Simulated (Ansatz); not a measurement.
SnO$_{2}$ and related structures: several calculations on one system

Part 1: Relaxation

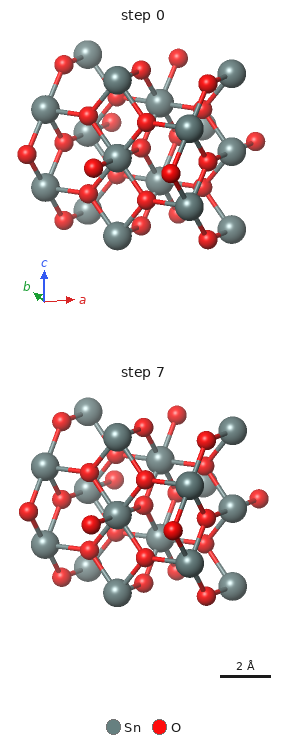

The structure of crystalline SnO₂ (set up in Pnnm) before (top) and after (bottom) a relaxation, at one scale.

Style: ball-and-stick. Shown: the atoms within 5.0 Å of the atom that moves most (axes of the cell of the calculation), slightly off an axis.

The calculation used DFT PBE, scalar-relativistic, plane waves, PAW in Ansatz. (plane-wave cutoff 420 eV; k-point mesh 6 × 6 × 8; occupations gaussian; smearing width 0.02 eV; no spin polarisation; cell and atoms relaxed; force threshold 0.005 eV/Å; at most 80 steps)

Q: Describe what moved and what it gained.

A: The largest moves relative to the cell, 0.099 Å, are those of O atoms. Sn stays in place. Cell: a 4.788 → 4.827 Å (+0.8 %), b 4.867 → 4.828 Å (−0.8 %), c 3.241 → 3.238 Å (−0.1 %). Volume −0.1 %. The space group (tolerance 0.01 Å) goes from Pnnm (No. 58) to P4_2/mnm (No. 136). The energy falls by 13.4 meV per cell of the calculation in 5 accepted moves (7 points after the start). Largest force component: 0.06 eV/Å at the start, 0.00015 eV/Å at the end. The pressure goes from −0.55 to 0.00 GPa. The SCF was repeated twice at an unchanged geometry on a basis and grid sized afresh for the cell, which shifted the energy by 0.1 meV per cell of the calculation at most. The run took 30 s on 4 threads of Intel(R) Xeon(R) Processor @ 2.70GHz, on a shared host, peak memory 0.53 GiB.

Part 2: Relaxation

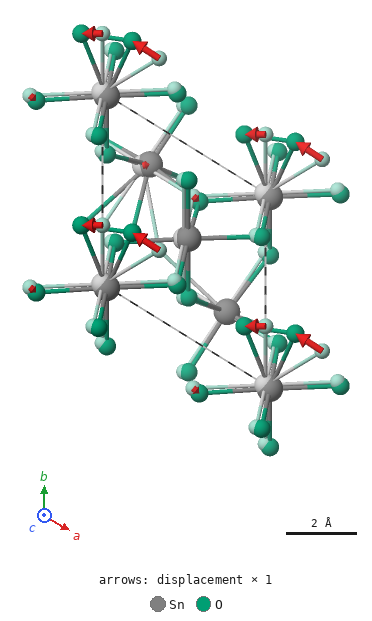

A relaxation of a defect cell of composition Sn4O9. The starting structure is drawn faded, the final one solid; red arrows show the displacements, at their true length.

A ball-and-stick model of the cell of the calculation, seen along the c axis.

Case: O interstitial, charge +0, atoms relaxed.

Method: DFT PBE, scalar-relativistic, plane waves, PAW (Ansatz). Set-up: plane-wave cutoff 420 eV; k-point mesh 3 × 3 × 3; occupations gaussian; smearing width 0.02 eV; no spin polarisation; atoms relaxed in a fixed cell; force threshold 0.02 eV/Å; at most 60 steps.

**Atoms of which element are displaced furthest, and by how much?**

Oxygen: up to 0.93 Å, against 0.20 Å for tin.

**What happened in the run?**

The largest move is that of an O atom, 0.93 Å along [−2 0 −1]. By element the largest moves are O 0.93 Å, Sn 0.20 Å. The cell doesn't change. Near-neighbour distances that change, for instance: O–Sn 2.620 → 3.560 Å, O–Sn 2.089 → 2.638 Å, O–Sn 2.508 → 2.040 Å, O–O 1.798 → 1.508 Å. Bond angles that change, for instance: Sn–O–Sn 100.6° → 135.1°, O–Sn–O 135.1° → 160.9°, O–Sn–O 128.6° → 105.1°. The energy falls by 3.862 eV per cell of the calculation in 9 accepted moves (10 points after the start). Largest force component: 3.1 eV/Å at the start, 0.013 eV/Å at the end. 1 step only repeated the SCF at the same geometry.

Limits of the set-up: the periodic images lie only 5.8 Å apart, so the values are limited by the cell's size.

Part 3: Path

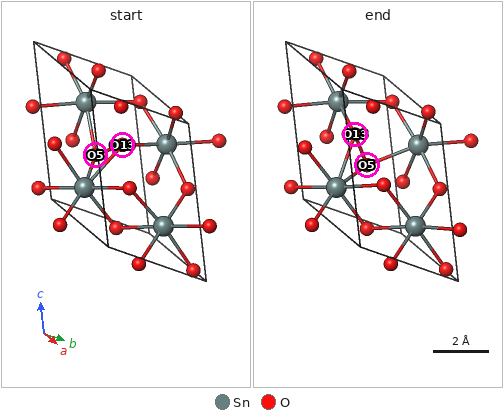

The two relaxed end points of a path for a defect cell of composition Sn4O9 (13 atoms in the cell). The picture is a ball-and-stick view of the simulation cell (origin moved), seen slightly off an axis. The atoms that move most are ringed. Bonds to atoms that aren't drawn are left out.

Computed with DFT PBE, scalar-relativistic, plane waves, PAW (Ansatz 0.2.0).

Input
```yaml
crystal:
  lattice:
    - [-4.8265176369, 0.0, 3.238166658]
    - [4.8265176369, 0.0, 3.238166658]
    - [0.0, 4.8283676022, -3.238166658]
  atoms:
    - { symbol: Sn, position: [0.2630015003, 0.7695530926, 0.5131524001] }
    - { symbol: Sn, position: [0.7370646751, 0.2504636658, 0.5062580939] }
    - { symbol: Sn, position: [6.78039e-05, -0.0121398373, -0.0123354739] }
    - { symbol: Sn, position: [0.49993987, 0.5077353888, 0.0075858447] }
    - { symbol: O, position: [-0.1556465555, 0.231419101, 0.201190093] }
    - { symbol: O, position: [0.499721362, 0.8105868684, 0.310097239] }
    - { symbol: O, position: [0.948392035, 0.7521187025, 0.1981099268] }
    - { symbol: O, position: [0.4327476336, 0.2297310102, 0.1681872432] }
    - { symbol: O, position: [0.5673493244, 0.7360271828, 0.7970273519] }
    - { symbol: O, position: [0.0514833902, 0.2496190253, 0.8032260203] }
    - { symbol: O, position: [1.000147873, 0.6835320889, 0.683347465] }
    - { symbol: O, position: [0.4999774389, 0.2011352335, 0.7007764168] }
    - { symbol: O, position: [0.1560727448, 0.3572128222, 0.3866590882] }
basis:
  ecutwfc: 420
  xc_grid: 2
kpoints:
  mp_grid: { grid: [3, 3, 3], shift: [0.0, 0.0, 0.0] }
hamiltonian:
  xc: pbe
scf:
  occupations: { method: gaussian, width: 0.02 }
output:
  forces: true
neb:
  images: 5
  f_tol: 0.05
  max_iterations: 70
  order_check: false
  final_atoms:
    - { symbol: Sn, position: [0.2557944281, 0.7691934188, 0.5062580939] }
    - { symbol: Sn, position: [0.7435993074, 0.2501508998, 0.5131524001] }
    - { symbol: Sn, position: [-0.0001956366, -0.0124032778, -0.0123354739] }
    - { symbol: Sn, position: [0.4998504559, 0.5076459747, 0.0075858447] }
    - { symbol: O, position: [-0.030229008, 0.3568366485, 0.201190093] }
    - { symbol: O, position: [0.4995103705, 0.810375877, 0.310097239] }
    - { symbol: O, position: [0.938456233, 0.7354396096, 0.1681872432] }
    - { symbol: O, position: [0.4459912244, 0.2497178918, 0.1981099268] }
    - { symbol: O, position: [0.553606995, 0.7517426301, 0.8032260203] }
    - { symbol: O, position: [0.0610001692, 0.2296780275, 0.7970273519] }
    - { symbol: O, position: [0.9998153761, 0.683199592, 0.683347465] }
    - { symbol: O, position: [0.4996411833, 0.2007989779, 0.7007764168] }
    - { symbol: O, position: [0.0294462659, 0.2305863434, 0.3866590882] }
```

Command:
```bash
ansatz run input.yaml --threads 4 --pin off --max-ram 10240MiB --backend cpu --events-out ev --progress --plain --runs-dir out
```

What barrier does the band find between them, and by what path?

The barrier is about 0.40 eV in both directions, with image 3 at the top; the ends have the same energy. An O atom travels furthest, 0.82 Å from end to end, along [−1 −1 0], on a path that bends up to 0.16 Å away from the straight line. It doesn't move alone: O (0.81 Å) moves with it. The band converged in 6 iterations. The largest component of the band force went from 8.9 to 0.024 eV/Å. The climbing image converged on the top of the path. Its curvatures weren't checked.

Energies of the converged images:

| image | path (Å) | E (eV) |
| --- | --- | --- |
| 0 | 0.00 | 0.000 |
| 1 | 0.23 | 0.078 |
| 2 | 0.46 | 0.275 |
| 3 | 0.69 | 0.395 |
| 4 | 0.92 | 0.275 |
| 5 | 1.15 | 0.078 |
| 6 | 1.37 | 0.000 |

The geometry at the top of the path:

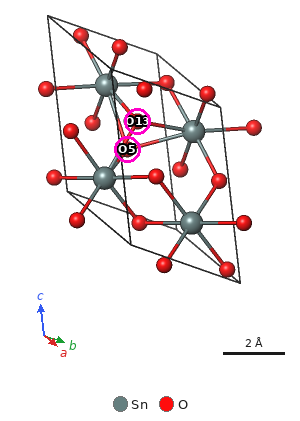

Limits of the set-up: the periodic images lie only 5.8 Å apart, so the values are limited by the cell's size.
